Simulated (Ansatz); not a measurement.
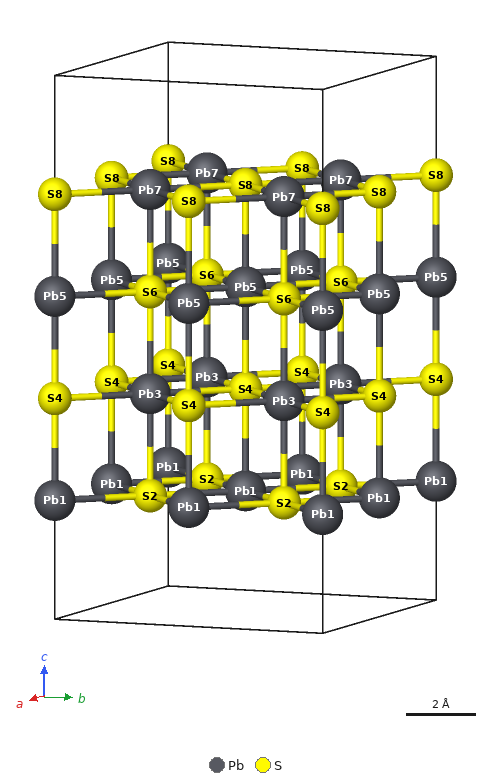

*The structure as given in the input (ball-and-stick view of the 2 × 2 repeat of the cell, with the vacuum cut short, seen slightly off an axis; atoms are numbered from 1 in the order of the input).*

Near neighbours in the crystal (not all of them lie inside the picture): Pb has 5 S at 3.00 Å; S has 5 Pb at 3.00 Å; Pb has 6 S at 3.00 Å; S has 6 Pb at 3.00 Å.

**PbS: single-point calculation**

The run: single-point calculation of PbS (slab, 8 atoms in the cell). Method and program: DFT PBE, scalar-relativistic, plane waves, PAW, no spin polarisation (Ansatz 0.2.0).

It belongs to a series of runs on one base structure; here: (1 0 0) slab cut from the bulk. Figures and captions count atoms from 1; the log counts them from 0 in places.

## Input
```yaml
crystal:
  lattice:
    - [4.2490215878, 0.0, 0.0]
    - [0.0, 4.2490215878, 0.0]
    - [0.0, 0.0, 24.0135359345]
  atoms:
    - { symbol: Pb, position: [0.0, 0.0, 0.3123238502] }
    - { symbol: S, position: [0.5, 0.5, 0.3123238502] }
    - { symbol: Pb, position: [0.5, 0.5, 0.4374412834] }
    - { symbol: S, position: [0.0, 0.0, 0.4374412834] }
    - { symbol: Pb, position: [0.0, 0.0, 0.5625587166] }
    - { symbol: S, position: [0.5, 0.5, 0.5625587166] }
    - { symbol: Pb, position: [0.5, 0.5, 0.6876761498] }
    - { symbol: S, position: [0.0, 0.0, 0.6876761498] }
basis:
  ecutwfc: 420
kpoints:
  mp_grid: { grid: [8, 8, 1] }
hamiltonian:
  xc: pbe
scf:
  occupations: { method: gaussian, width: 0.05 }
output:
  forces: true
  stress: true
  eigenvalues: true
  write_density: true
  write_potential: true
  elf: true
  volumetric_format: npy
efield:
  axis: 3
  dipole_correction: true
  ramp_width: 0.04
```

Run on 2 threads of Intel Xeon (Granite Rapids), 96 GiB of memory available, shared host.

Launched with:
```bash
ansatz run input.yaml --threads 2 --pin off --max-ram 4096MiB --backend cpu --events-out ev --progress --plain --runs-dir out
```

## Output
```
Engine: ansatz 0.2.0, x86_64-unknown-linux-gnu
Pseudopotentials: kind: paw
Pseudopotential: Pb, paw, valence charge 14, recommended cutoff 420 eV (normal), Pb.paw.azcp
Pseudopotential: S, paw, valence charge 6, recommended cutoff 420 eV (normal), S.paw.azcp
Functional definition: PBE
  parameter kappa = 0.804
  parameter beta = 0.06672455060314922
  exchange = pbe_x(kappa = kappa, mu = beta*pi^2/3)
  correlation = pbe_c(beta = beta)
Crystal: 8 atoms, lattice volume = 433.545 Å³
Basis set: ecut = 420 eV, 8425 PW (Γ), exchange–correlation on 60×60×324 points (8 copies of the dense FFT grid, shifted against one another)
Bands: 48, of which v1, the nominal top of the filled ones, is band 40 counted from 1 (39 counted from 0)
Symmetry: 8 space group operations
k-points: 15 of 64
Non-local potential: Pb, projectors of the file, l = 0: 2, l = 1: 2, l = 2: 2, l = 3: 2
Non-local potential: S, projectors of the file, l = 0: 2, l = 1: 2, l = 2: 2
PAW form: soft (Blöchl's): semilocal exchange-correlation on the pseudo side does not see the compensation charge
PAW one-centre angular grid: Pb, 590 points (default); XC on 64 Gauss nodes
PAW one-centre angular grid: S, 110 points (default); XC on 64 Gauss nodes
Initial density: superposition of atomic densities (neutral atoms: chi_scale 0, normalization atom), corrected by the library's trained network
Initial wavefunctions: pseudopotential atomic-orbital guess
Functional: x = pbe(κ = 0.804, μ = 0.2195149727645171), c = pbe(β = 0.06672455060314922)
SCF iter   1: F=—  HF=-51237.727945 eV  |F-HF|=—  |Δ(HF+E_count)|=         —  Δρ=1.26e-3  dr2=3.48e-2  ethr=1.77e-3  p=0.000 e·Å  D=1.22e-13 V/Å  ΔV_dip=-0.00 eV  dr2_dipole=1.08e-7  V_vac-E_F(+/−)=3.98/3.98 eV  ⟨swp⟩=7.4  Hψ=3250  notcnv=0  defer=4
efield: sawtooth ramp at fractional position 0.9800 (placed from the atoms, in the widest stretch of the axis that holds none; the zero of the levels goes with the place), width 0.0400; the density the first Hamiltonian is built on has a dipole p = 0.000 e·Å; the dipole correction subtracts the counter field D = 1.22e-13 V/Å, which shifts the + side's vacuum level by -0.00 eV against the − side's; the planar-averaged density in the ramp window peaks in size at 6.8e-6 e/Å³
preconditioner: auto → Resta (q_TF=auto, 2.059 Å⁻¹)  ε∞=2.3  [insulator: Δε(μ)=1.157 eV  Ē_g=13.785 eV  σ=0.050 eV  W_gap=1.00  n_scr=58 (ndim 8)  ℏωp=16.0 eV  f_vac=0.467  D(μ)=0.00/eV (n_scr^D=0)  ε∞_Penn≈2.3  vacuum switching on, ρ_ref=1.4e-2 e/Å³]
SCF iter   2: F=—  HF=-51237.725284 eV  |F-HF|=—  |Δ(HF+E_count)|=   2.66e-3  Δρ=8.00e-4  dr2=1.45e-2  ethr=4.34e-5  p=-0.000 e·Å  D=-6.76e-5 V/Å  ΔV_dip=0.00 eV  dr2_dipole=7.06e-7  V_vac-E_F(+/−)=4.00/4.00 eV  ⟨swp⟩=2.5  Hψ=1118  notcnv=0  defer=31
SCF iter   3: F=—  HF=-51237.723613 eV  |F-HF|=—  |Δ(HF+E_count)|=   1.67e-3  Δρ=3.07e-4  dr2=8.62e-4  ethr=1.82e-5  p=0.000 e·Å  D=3.43e-5 V/Å  ΔV_dip=-0.00 eV  dr2_dipole=2.13e-7  V_vac-E_F(+/−)=3.94/3.94 eV  ⟨swp⟩=2.0  Hψ=802  notcnv=0  defer=31
SCF iter   4: F=—  HF=-51237.723708 eV  |F-HF|=—  |Δ(HF+E_count)|=   9.47e-5  Δρ=1.19e-4  dr2=1.21e-4  ethr=1.08e-6  p=-0.000 e·Å  D=-1.03e-4 V/Å  ΔV_dip=0.00 eV  dr2_dipole=1.84e-6  V_vac-E_F(+/−)=3.92/3.91 eV  ⟨swp⟩=2.0  Hψ=890  notcnv=0  defer=31
SCF iter   5: F=—  HF=-51237.723754 eV  |F-HF|=—  |Δ(HF+E_count)|=   4.63e-5  Δρ=3.45e-5  dr2=2.26e-5  ethr=1.51e-7  p=0.001 e·Å  D=2.88e-4 V/Å  ΔV_dip=-0.01 eV  dr2_dipole=1.43e-5  V_vac-E_F(+/−)=3.89/3.90 eV  ⟨swp⟩=2.0  Hψ=996  notcnv=0  defer=31
SCF iter   6: F=—  HF=-51237.724174 eV  |F-HF|=—  |Δ(HF+E_count)|=   4.19e-4  Δρ=2.59e-5  dr2=2.12e-5  ethr=2.82e-8  p=-0.001 e·Å  D=-3.02e-4 V/Å  ΔV_dip=0.01 eV  dr2_dipole=1.55e-5  V_vac-E_F(+/−)=3.90/3.89 eV  ⟨swp⟩=2.0  Hψ=893  notcnv=0  defer=28
SCF iter   7: F=—  HF=-51237.724173 eV  |F-HF|=—  |Δ(HF+E_count)|=   1.17e-6  Δρ=9.92e-6  dr2=9.09e-7  ethr=2.65e-8  p=-0.000 e·Å  D=-4.72e-5 V/Å  ΔV_dip=0.00 eV  dr2_dipole=4.08e-7  V_vac-E_F(+/−)=3.90/3.89 eV  ⟨swp⟩=1.9  Hψ=754  notcnv=0  defer=28
SCF iter   8: F=-51237.724173 eV  HF=-51237.724173 eV  |F-HF|=3.81e-8  |Δ(HF+E_count)|=   6.08e-7  Δρ=2.39e-6  dr2=2.61e-8  ethr=1.25e-10  p=-0.000 e·Å  D=-3.88e-6 V/Å  ΔV_dip=0.00 eV  dr2_dipole=9.98e-10  V_vac-E_F(+/−)=3.89/3.89 eV  ⟨swp⟩=22.2  Hψ=6487  notcnv=0
SCF 1 converged in 8 iterations: F = -51237.724173 eV  dr2 = 2.61e-8
  greatest PAW one-centre occupation: 0.982 electrons in one spin orbital (limit 2), on the Pb atom at site 2 (counted from 0), in its partial waves of l = 2
```

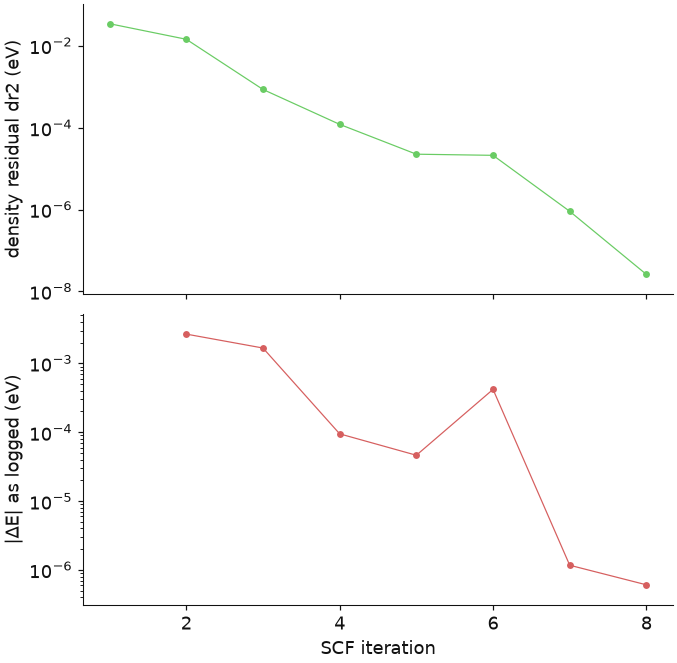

*Convergence of the self-consistent field: density residual dr2 and size of the energy change against the SCF iteration.*

The residual falls at every step.

```
WARN: The output density's exchange-correlation potential varies sharply where the density is thin. Do not read a vacuum level from v_tot or v_xc, or from such a field of the output density. On a cell that repeats whose density bears no net charge and no dipole along the vacuum's axis use v_es (v_loc + v_h of the components); under efield.dipole_correction with no amplitude use v_es + v_field, which holds any external_charges[].barrier, or the levels of the report's work_function block, which leave it out; under a non-zero efield.amplitude the vacuum is tilted and has no level; on a cell that repeats and bears such a dipole with no correction it is tilted too, and efield.dipole_correction with no amplitude gives each side of its ramp a level where efield: is served; in a cell that repeats whose density bears a net charge (total_charge, or a fill off its count) it is curved and has none; of a slab under crystal.periodic whose density bears no net charge use v_es, which has a level on each side, short of where the two are joined; of another it falls or rises all the way out and has none; of a slab beside external_charges read slab_vacuum_level instead, which it has where they leave it neutral. The grid or the basis barely resolves most such structure, and the values can differ between equally converged runs; as a rule a tighter scf.convergence.dr2_threshold does not remove it. Where the density itself ripples (under the LDA too) a higher basis.ecutwfc lessens it. The files hold the spikes' plane waves up to the density's cutoff. Files: v_tot_of_output_density and the like, and their columns of v_z.tsv (output.write_potential); v_xc_of_output_density and the like, and their columns of v_comp_z.tsv (output.write_potential_components). Measured: with its Gaussian average of σ = 0.25 Å subtracted twice, the exchange-correlation potential is over 0.1 eV at 62 of the grid points where the equally averaged density (valence and model cores) is under 1e-3 e/Å³, and 0.328 eV at the most among them, at an averaged density of 1.2e-8 e/Å³. See output.write_potential in the manual, Limitations
SCF converged after 8 iterations
Free energy (F): -51237.724173 eV
Harris-Foulkes:  -51237.724173 eV  (|F-HF|=3.81e-8)
Internal energy: -51237.724173 eV  (E = F + TS)
E sigma→0 (E₀):  -51237.724173 eV
Fermi energy:    2.084675 eV
Dipole field:    D = 0.000025 V/Å  (p = 0.000060 e·Å, saw-weighted, corrected)
Work function:   Φ+ = 3.8943 eV   Φ− = 3.8949 eV
Levels:          The Fermi level and band energies are counted from a zero that moves with the ramp; work functions are not
--- Per-component energies (eV) ---
  E_band       = -737.715869
  E_kinetic    = 1566.765608
  E_local      = -38559.115056  (includes V_loc(G=0)·N_el)
  E_nonlocal   = 1513.667875
  E_hartree    = 18479.702798
  E_xc         = -1270.259137
  E_vxc        = -876.676911  (∫ρ·V_xc dr)
  E_paw        = -44013.620664  (= ΣΔE_a)
  E_vpaw       = -1341.763576  (= ΣTr[D̂ρ^β])
  E_aug_tail   = 0.000202  (compensation charges beyond the density's cutoff)
  E_efield     = 0.000000  (sawtooth field / dipole correction)
  E_vefield    = 0.000000  (∫n·V_field dr)
  E_ewald      = 11045.134200
  E_smearing   = -0.000000  (= −TS)
  E_closure    = -0.000000  (closes the sum)
  Σ components = -51237.724173   (vs F -51237.724173, Δ=0.00e0)
--- Forces (eV/Å), atoms counted from 1 ---
  atom   1  Pb    -0.00000000     0.00000000     0.37630382
  atom   2  S      0.00000000     0.00000000     0.26626188
  atom   3  Pb     0.00000000     0.00000000    -0.39418461
  atom   4  S     -0.00000000     0.00000000    -0.44109991
  atom   5  Pb    -0.00000000     0.00000000     0.39421488
  atom   6  S     -0.00000000     0.00000000     0.44105917
  atom   7  Pb    -0.00000000     0.00000000    -0.37627602
  atom   8  S     -0.00000000     0.00000000    -0.26630929
  max |Σ_I F_I| component: 3.01e-5 eV/Å
--- Stress (GPa, compression-positive) ---
       -0.600435       0.000000       0.000000
        0.000000      -0.600435       0.000000
        0.000000       0.000000      -1.213074
  P = ⅓ Tr σ = -0.8046 GPa (-8.046 kbar)
--- Band table (eV; the first three rows and the last of 15) ---
  k-point 0: bands = ["-15.1509", "-15.1472", "-15.0707", "-15.0707", "-15.0706", "-15.0706", "-15.0381", "-15.0380", "-14.9980", "-14.9979", "-14.9811", "-14.9478", "-14.9371", "-14.9201", "-14.9098", "-14.9076", "-14.9076", "-14.8987", "-14.8813", "-14.8813", "-11.2972", "-10.8135", "-10.2374", "-9.9654", "-5.3794", "-5.3373", "-4.9181", "-4.4545", "-2.3970", "-1.2380", "-1.2380", "-0.8306", "-0.8132", "-0.8132", "-0.3519", "-0.3519", "-0.1745", "-0.1745", "0.3095", "0.6804", "3.5350", "4.3970", "5.0924", "5.7175", "6.0286", "6.4021", "6.5054", "6.5799"]
  k-point 1: bands = ["-15.1459", "-15.1426", "-15.0725", "-15.0724", "-15.0705", "-15.0704", "-15.0338", "-15.0337", "-15.0015", "-15.0015", "-14.9750", "-14.9430", "-14.9337", "-14.9176", "-14.9136", "-14.9097", "-14.9084", "-14.8992", "-14.8843", "-14.8814", "-11.2181", "-10.7451", "-10.1830", "-9.9389", "-5.6060", "-5.5639", "-5.1609", "-4.7131", "-2.3132", "-1.1165", "-1.0844", "-0.6980", "-0.6801", "-0.6087", "-0.2441", "-0.1395", "-0.0801", "0.0684", "0.2714", "0.7551", "3.4300", "4.3709", "4.8672", "5.7367", "5.8887", "5.9280", "5.9775", "6.1026"]
  k-point 2: bands = ["-15.1343", "-15.1322", "-15.0767", "-15.0766", "-15.0701", "-15.0700", "-15.0227", "-15.0226", "-15.0101", "-15.0099", "-14.9616", "-14.9303", "-14.9297", "-14.9222", "-14.9179", "-14.9092", "-14.9088", "-14.8974", "-14.8907", "-14.8823", "-10.9934", "-10.5609", "-10.0443", "-9.8887", "-6.0737", "-6.0705", "-5.7185", "-5.3024", "-2.0476", "-0.7746", "-0.7696", "-0.3812", "-0.2179", "-0.1424", "-0.0606", "0.0455", "0.1604", "0.5672", "0.6133", "0.9583", "3.1704", "3.9656", "4.4253", "4.5555", "4.8182", "5.1307", "5.1550", "5.2089"]
  k-point 14: bands = ["-15.1123", "-15.1123", "-15.0908", "-15.0908", "-15.0819", "-15.0819", "-15.0816", "-15.0816", "-15.0043", "-15.0043", "-14.9768", "-14.9767", "-14.9229", "-14.9229", "-14.8920", "-14.8920", "-14.8860", "-14.8860", "-14.8795", "-14.8795", "-9.9602", "-9.9602", "-9.4601", "-9.4600", "-5.8149", "-5.8149", "-5.4661", "-5.4660", "-2.8820", "-2.8820", "-2.3873", "-2.3873", "-1.8178", "-1.8178", "-1.4740", "-1.4740", "-0.7818", "-0.7818", "0.5569", "0.5570", "4.1468", "4.1468", "6.0710", "6.0710", "6.0820", "6.0820", "6.4827", "6.4827"]
```

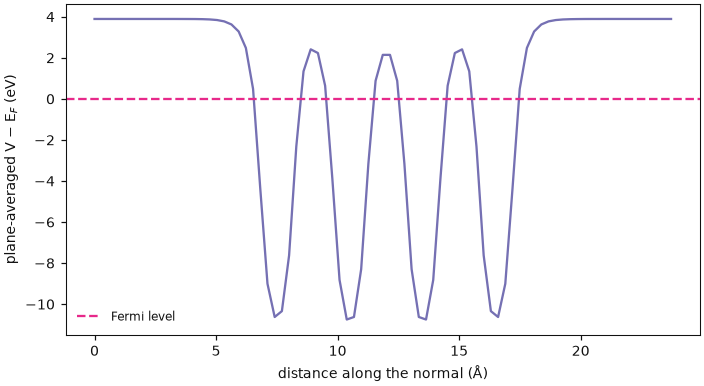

*Plane average of the electrostatic potential energy of an electron across the cell, from the Fermi level.*

The vacuum level lies 3.89 eV above the Fermi level.

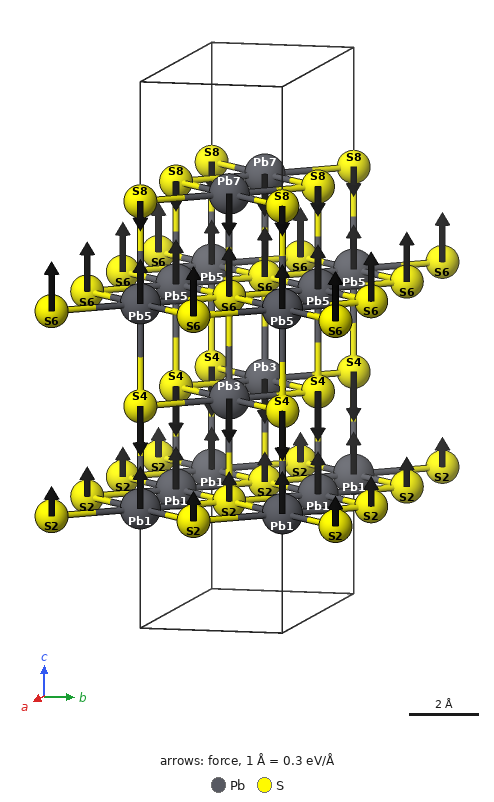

*Forces on the atoms as black arrows (ball-and-stick view of the 2 × 1 repeat of the cell, with the vacuum cut short, seen slightly off an axis; bonded neighbours outside the cell are drawn too; atoms are numbered from 1 in the order of the input).*

The largest act on S4, S6 (0.44 eV/Å); Pb3, Pb5 (0.39 eV/Å); Pb1, Pb7 (0.38 eV/Å); S2, S8 (0.27 eV/Å). The geometry is not a stationary point of this energy.

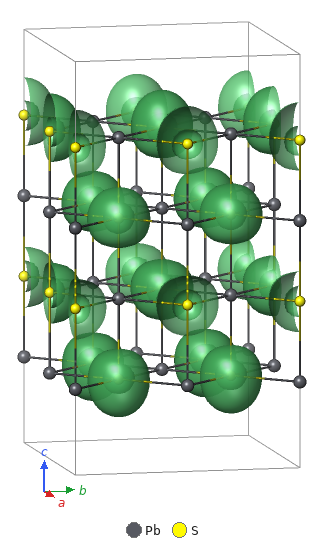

*Isosurface of the ELF at 0.75 (green), seen slightly off an axis. Only the valence region is drawn (cores and ρ < 0.01 e/Å³ removed). Sticks mark near contacts.*

Counts are for one cell; the picture repeats the cell along the surface.  Values along the shortest contacts: Pb–S (3.00 Å): the ELF peaks at about 0.85 in the valence shell of S, 0.8 Å from its nucleus, and drops to about 0.20 between the two atoms. The fields are those of the smooth PAW valence density.

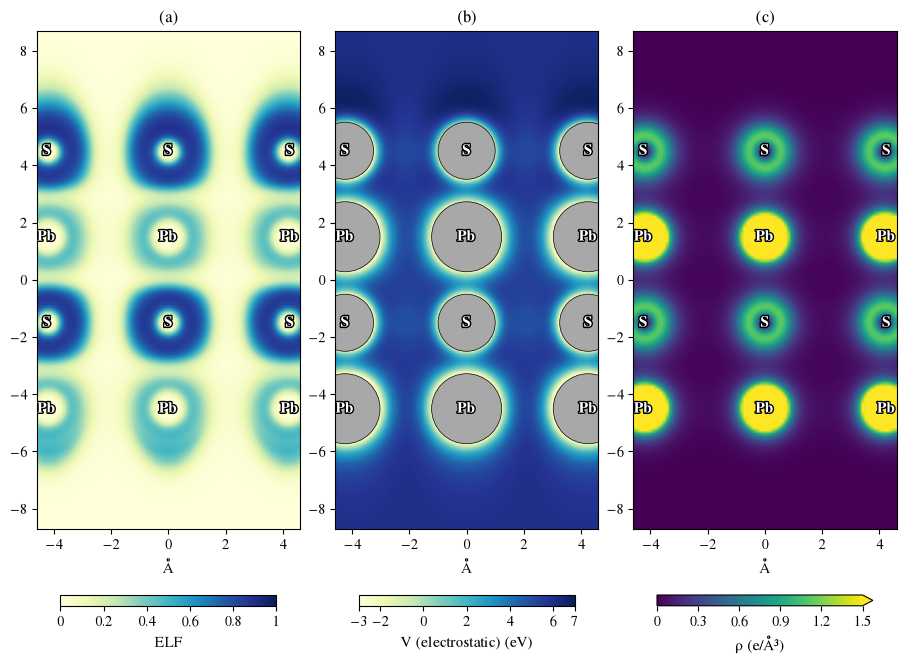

*(a) electron localisation function; (b) electrostatic potential energy of an electron; (c) valence pseudo-density on the (010) plane of the calculation cell, a cut from vacuum to vacuum. Grey discs, where drawn, cover atomic cores.*

Atoms in the plane: Pb and S. Pb–S (3.00 Å): ρ at the midpoint is about 0.21 e/Å³; the ELF peaks at about 0.85 in the valence shell of S, 0.9 Å from its nucleus, and drops to about 0.20 between the two atoms. The density dies away to nearly zero in the vacuum.

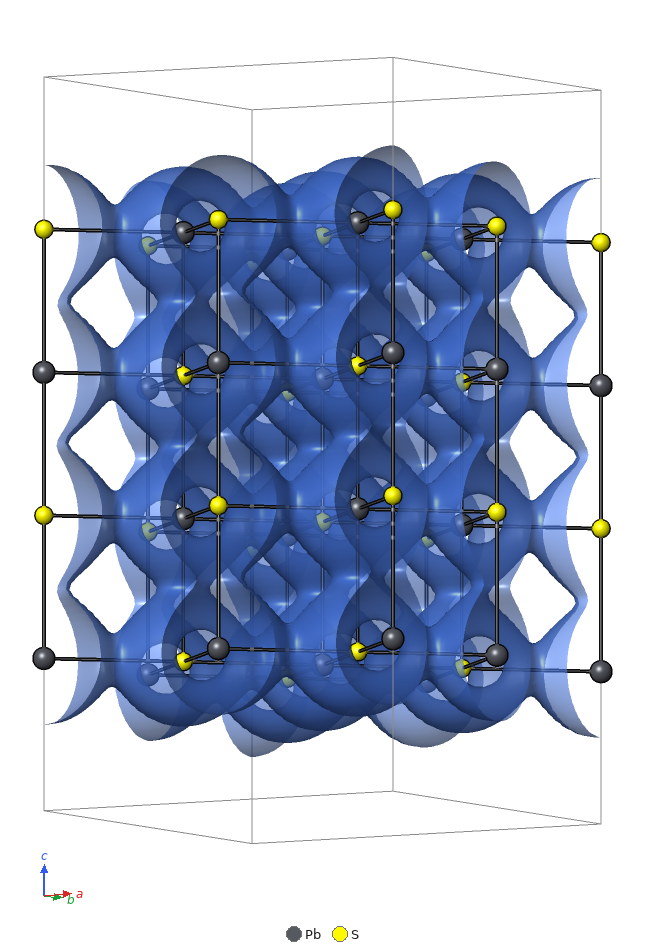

*Isosurface of the valence charge density (pseudo) at 0.15 e/Å³ (blue), seen at an oblique angle. Sticks mark near contacts.*

At this value the density is joined into sheets; it holds about 90 % of the electrons treated as valence (semicore included). On the grid the lowest density along these lines, outside the cores, is 0.21 e/Å³ (Pb–S, 3.00 Å).

## Summary

| quantity | value |
| --- | --- |
| outcome | converged |
| electrons treated | 80 |
| free energy | −51237.7242 eV |
| work function, top face | 3.89 eV |
| work function, bottom face | 3.89 eV |
| Fermi energy | 2.085 eV |
| gap on the k-point mesh | 1.12 eV |
| work function (upper face) | 3.89 eV |
| largest force (length of the vector) | 0.441 eV/Å |
| wall time | 11 s (CPU time 21 s) |
| peak memory | 0.74 GiB |

## Notes

The program warns: the exchange-correlation potential is rough where the density is thin. Spin–orbit coupling is left out, which matters for Pb.
